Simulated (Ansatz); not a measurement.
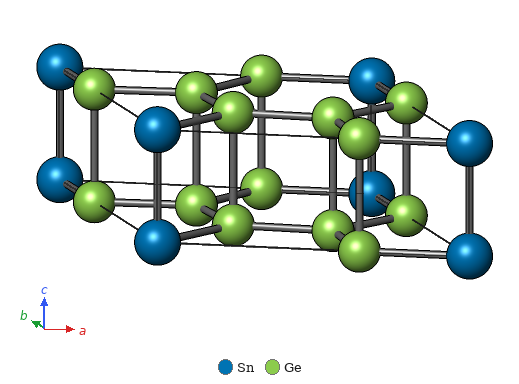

Structure drawing (ball-and-stick), viewed slightly off an axis. The conventional unit cell is outlined; an atom on or near a face, edge or corner is repeated at each equivalent position. Cell: a = 7.90 Å, b = 7.90 Å, c = 2.85 Å, α = 90.00°, β = 90.00°, γ = 120.00°.

It goes back to a random cell made by a generator, so it need not be a real form of the compound. Earlier steps of the study may have refined or changed the cell and positions. An electronic-structure calculation with Ansatz was run on it.

Describe the arrangement of the atoms.

Formula: SnGe$_{5}$. The atoms follow space group P-62m (No. 189); the Bravais lattice is primitive hexagonal. One cell contains 1 Sn, 5 Ge, 6 atoms in all. Within bonding distance, the neighbour counts come to Sn 5 and Ge 5.

Run with DFT PBE, scalar-relativistic, plane waves, PAW in Ansatz and these settings: plane waves to 420 eV, Brillouin-zone sampling on a 6×6×14 mesh, Gaussian smearing of 0.1 eV, no spin polarisation.

What is the band gap, if any?

A metal: bands cross the Fermi level.

Predict the Bader charges.

Sn +0.21 e; Ge -0.06 to -0.01 e.

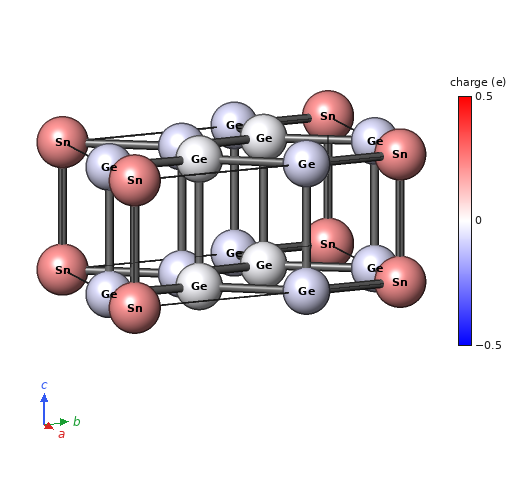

The atoms coloured by those charges. The run's cell of 6 atoms is drawn.

Does this geometry sit at a stationary point of the energy?

Yes. All forces vanish to within 0.01 eV/Å. The pressure is 0.0 GPa, close to zero.
